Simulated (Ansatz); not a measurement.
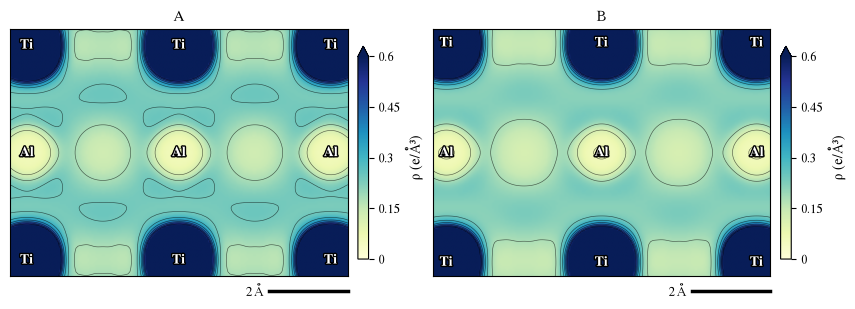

TiAl3. The valence electron density of two cells that differ in size, on the (101) plane of each (indices in the axes of the calculation cell), at one length scale and on one colour scale: B has 15.5 Å³ an atom and A 14.5.

The calculation used DFT r2SCAN, scalar-relativistic, plane waves, PAW (Ansatz 0.2.0).

> What does the compression do to the bonding and the properties?

From the larger cell to the smaller, Ti–Al goes from 2.80 to 2.74 Å, and the density at its midpoint from 0.21 to 0.23 e/Å³; the pressure goes from 0.0 to 8 GPa.
